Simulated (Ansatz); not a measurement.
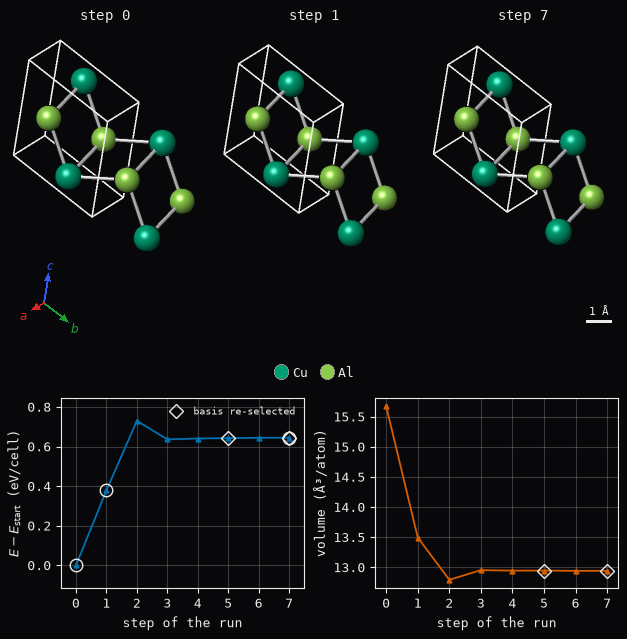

Frames of a relaxation of solid Al2Cu (set up in I4/mmm), marked on the history of the run. A ball-and-stick model of the cell of the calculation, repeated 1 × 2 × 1 with one cell outlined, seen slightly off an axis.

The run lets cell and atoms move.

Level of theory: Ansatz 0.2.0, Kohn-Sham DFT of a periodic cell, PBEsol, Ansatz PAW.

Input
```yaml
crystal:
  lattice:
    - [-2.0303375, 2.0303375, 2.851094]
    - [2.0303375, -2.0303375, 2.851094]
    - [2.0303375, 2.0303375, -2.851094]
  atoms:
    - { symbol: Cu, position: [0.5, 0.5, 0.0] }
    - { symbol: Al, position: [0.25, 0.75, 0.5] }
    - { symbol: Al, position: [0.75, 0.25, 0.5] }
hamiltonian:
  xc: pbesol
  pseudopotentials: { kind: paw }
kpoints:
  mp_grid: { grid: [9, 9, 9] }
scf:
  occupations: { method: fermi_dirac, width: 0.05 }
output:
  forces: true
  stress: true
  eigenvalues: true
relax:
  f_tol: 0.01
  max_steps: 40
  cell: { stress_tol: 0.05, p_target: 30.0 }
```

Command:
```bash
ansatz run input.yaml --threads 2 --pin off --max-ram 5632MiB --backend cpu --events-out ev --progress --plain --runs-dir out
```

> Describe the path.

Over 5 accepted moves (7 points after the start) the energy rises by 0.644 eV per cell of the calculation. With the target pressure of 30 GPa, the enthalpy E + pV changes by −0.888 eV per cell of the calculation. All forces vanish by symmetry, so only the cell relaxes. The pressure goes from −0.09 to 30.01 GPa. The SCF was repeated twice at an unchanged geometry on a basis and grid sized afresh for the cell, which shifted the energy by 1.7 meV per cell of the calculation at most. The atoms keep their places relative to the cell (all moves are under 0.005 Å). Cell: a = b = c 4.046 → 3.798 Å (−6.1 %), γ 90.4° → 90.3°. Volume −17.4 %. Some distances before and after: Al–Cu 2.481 → 2.328 Å. The space group stays I4/mmm (No. 139). From step 0 to 1: volume −13.9 %, energy +0.379 eV per cell of the calculation. From step 1 to 7: volume −4.1 %, energy +0.266 eV per cell of the calculation.

```
step  E − E(0), meV/atom  pressure, GPa  volume, Å³/atom                      note
   0                0.00          -0.09           15.671                          
   1              126.22          21.48           13.494                          
   2              243.26          32.67           12.794                          
   3              212.05          29.86           12.954                          
   4              213.56          30.00           12.946                          
   5              214.14          29.95           12.946  same geometry, new basis
   6              214.82          30.01           12.943                          
   7              214.82          30.01           12.943  same geometry, new basis
```
